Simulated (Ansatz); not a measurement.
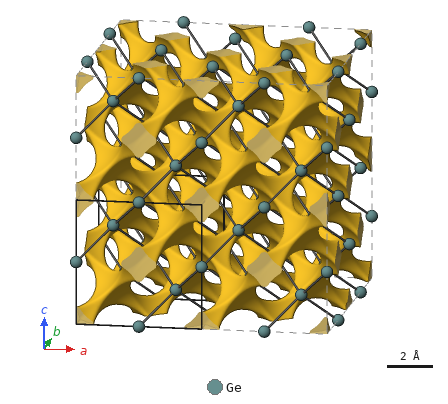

The yellow surface encloses the points that the centre of a probe sphere of radius 0.80 Å can occupy in Ge (Fd-3m), computed on a grid of about 0.12 Å (2×2×2 cells shown, view slightly off an axis; pale faces close the region where the box cuts it).

The atoms' radii are touching radii (half the shortest distance): Ge 1.25 Å.

Origin of the cell: a calculation's input that goes back to an entry of the Crystallography Open Database (an earlier step may have relaxed or displaced it).

```xyz
8
Lattice="5.7611 0.0000 0.0000 0.0000 5.7611 0.0000 0.0000 0.0000 5.7611" Properties=species:S:1:pos:R:3 pbc="T T T"
Ge    0.0000    0.0000    2.8805
Ge    1.4403    4.3208    1.4403
Ge    0.0000    2.8805    0.0000
Ge    1.4403    1.4403    4.3208
Ge    2.8805    0.0000    0.0000
Ge    4.3208    4.3208    4.3208
Ge    2.8805    2.8805    2.8805
Ge    4.3208    1.4403    1.4403
```

> Describe the connectivity of the accessible space.

Where they connect, they form a three-dimensional network.

> What share of the cell can the probe's centre reach?

About 9.5 % of the volume (18 Å³ of 191.2 Å³).

> Give the largest included and the largest free sphere.

The largest sphere that fits anywhere has a diameter of 2.50 Å; the largest that can travel through the crystal, about 2.2 Å.

> How does the connectivity change as the probe shrinks?

Below a radius of about 1.10 Å the space forms a three-dimensional network. These are grid estimates, good to about 0.05 Å.
